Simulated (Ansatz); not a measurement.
```
Hf N
1.0
     6.66626    0.00000    0.00000
     0.00000    6.66626    0.00000
     0.00000    0.00000    6.66626
Hf N
12 16
Direct
  0.37500 0.00000 0.25000
  0.87500 0.50000 0.75000
  0.25000 0.37500 0.00000
  0.75000 0.87500 0.50000
  0.12500 0.00000 0.75000
  0.62500 0.50000 0.25000
  0.75000 0.12500 0.00000
  0.25000 0.62500 0.50000
  0.00000 0.25000 0.37500
  0.50000 0.75000 0.87500
  0.00000 0.75000 0.12500
  0.50000 0.25000 0.62500
  0.06927 0.06927 0.06927
  0.56927 0.56927 0.56927
  0.31927 0.68073 0.18073
  0.81927 0.18073 0.68073
  0.93073 0.43073 0.06927
  0.43073 0.93073 0.56927
  0.18073 0.31927 0.68073
  0.68073 0.81927 0.18073
  0.06927 0.93073 0.43073
  0.56927 0.43073 0.93073
  0.31927 0.31927 0.31927
  0.81927 0.81927 0.81927
  0.43073 0.06927 0.93073
  0.93073 0.56927 0.43073
  0.68073 0.18073 0.31927
  0.18073 0.68073 0.81927
```

Space group I-43d; changed on purpose from its base cell (volume × 0.97, shape and atoms relaxed); computed pressure about 7 GPa in this cell.

Level of theory: DFT PBE, scalar-relativistic, plane waves, PAW in Ansatz 0.2.0.

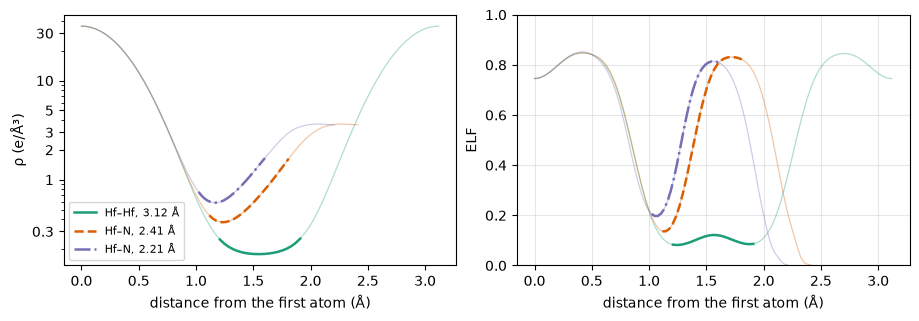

Hf₃N₄. Valence pseudo-density and ELF along straight lines between neighbouring atoms. Thin, pale parts lie inside the atomic spheres.

Core electrons are frozen (PAW), and the valence fields are smoothed inside the atomic spheres.

Question: Compare the contacts.

Answer: Hf–Hf (3.12 Å): ρ is about 0.18 e/Å³ halfway; the ELF is about 0.10 at the midpoint (no localised pair shows between them).
Hf–N (2.41 Å): ρ is about 0.37 e/Å³ halfway; the ELF peaks at about 0.85 in the valence shell of N, 0.7 Å from its nucleus, and is about 0.15 at the midpoint (no shared electron pair shows on this line).
Hf–N (2.21 Å): the density is about 0.61 e/Å³ at the midpoint; the ELF peaks at about 0.80 in the valence shell of N, 0.6 Å from its nucleus, and is about 0.20 at the midpoint (no shared electron pair shows on this line).
